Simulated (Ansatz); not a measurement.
Consider KTaO₃.

```
K Ta O
1.0
     3.99912    0.00000    0.00000
     0.00000    3.99912    0.00000
     0.00000    0.00000    3.99912
K Ta O
1 1 3
Cartesian
  1.9996 1.9996 1.9996
  0.0000 0.0000 0.0000
  0.0000 1.9996 0.0000
  0.0000 0.0000 1.9996
  1.9996 0.0000 0.0000
```

Space group Pm-3m; a structure from a database of computed crystals, not necessarily the ambient phase; computed pressure about −2 GPa in this cell.

The calculation used DFT PBEsol, scalar-relativistic, plane waves, PAW (Ansatz 0.2.0).

What will maps of the valence pseudo-density and electron localisation function show?

Ta–O (2.00 Å): the density is about 0.86 e/Å³ at the midpoint; the ELF peaks at about 0.80 in the valence shell of O, 0.6 Å from its nucleus, and drops to about 0.20 between the two atoms; no shared electron pair shows on this line.
K–O (2.83 Å): ρ is about 0.1 e/Å³ halfway; the ELF is about 0.05 at the midpoint (a closed-shell, largely ionic contact).

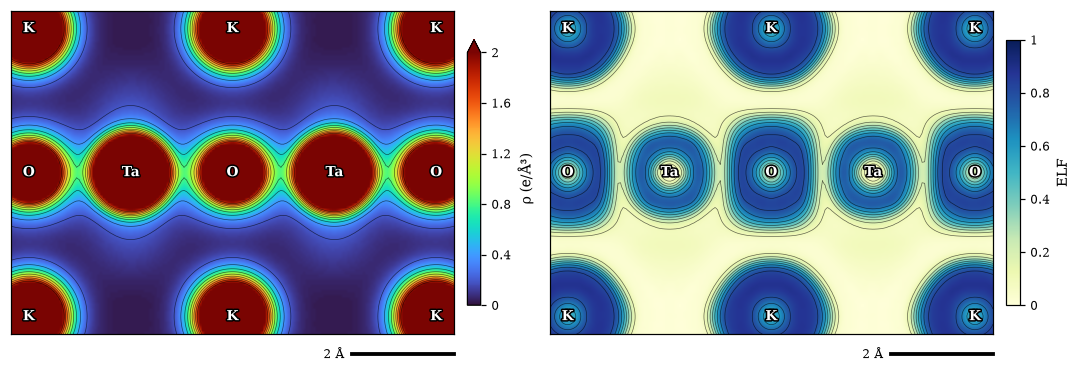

Computed valence pseudo-density and electron localisation function on the (011̄) plane of the conventional cell, in this order. 

The density is the valence pseudo-density of a PAW calculation; it isn't the true density close to the nuclei.
